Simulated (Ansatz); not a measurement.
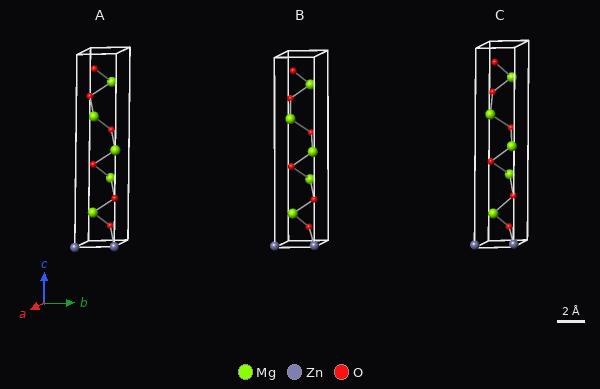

3 geometries from one relaxation of crystalline Mg5ZnO6 (a generated structure, set up in P1) (coarse preliminary run), in shuffled order. The picture is a ball-and-stick view of the cell of the calculation, seen slightly off an axis.

Method: DFT PBE, scalar-relativistic, plane waves, PAW (Ansatz). Settings: plane-wave cutoff 420 eV; k-point mesh 6 × 6 × 1; occupations gaussian; smearing width 0.1 eV; no spin polarisation; cell and atoms relaxed; force threshold 0.025 eV/Å; at most 60 steps.

### Put them in the order of the run, from the start to the converged end.

C, B, A. They are steps 0, 1, 8, at +2.015 eV per cell of the calculation, +0.711 eV per cell of the calculation relative to the last. Over 6 accepted moves (8 points after the start) the energy falls by 2.015 eV per cell of the calculation. The largest force component goes from 4.3 to 0.0014 eV/Å. Pressure: 2.76 GPa at the start and −0.01 GPa at the end. The SCF was repeated twice at an unchanged geometry on a basis and grid sized afresh for the cell, which shifted the energy by 6.4 meV per cell of the calculation at most. The largest moves relative to the cell, 0.26 Å, are those of Mg and O atoms. Largest moves by element: O 0.26 Å, Mg 0.26 Å, Zn 0.22 Å. Cell: a 3.067 → 3.019 Å (−1.6 %), b 2.990 → 3.019 Å (+1.0 %), c 15.246 → 14.769 Å (−3.1 %), α 90.3° → 90.0°, β 91.1° → 90.0°, γ 121.2° → 120.0°. Volume −2.5 %. Some distances before and after: Mg–O 2.537 → 2.131 Å, Mg–O 2.445 → 2.115 Å, Mg–O 2.432 → 2.132 Å, Mg–O 1.855 → 2.131 Å. Bond angles that change, for instance: Mg–O–Mg 109.9° → 89.8°, O–Mg–O 161.3° → 180.0°, O–Mg–O 108.3° → 89.8°. The space group (tolerance 0.01 Å) goes from P1 (No. 1) to P-3m1 (No. 164). Cost: 3.4 min on 1 thread of Intel(R) Xeon(R) Processor @ 2.50GHz (Skylake/Cascade Lake), on a shared host, peak memory 0.45 GiB.
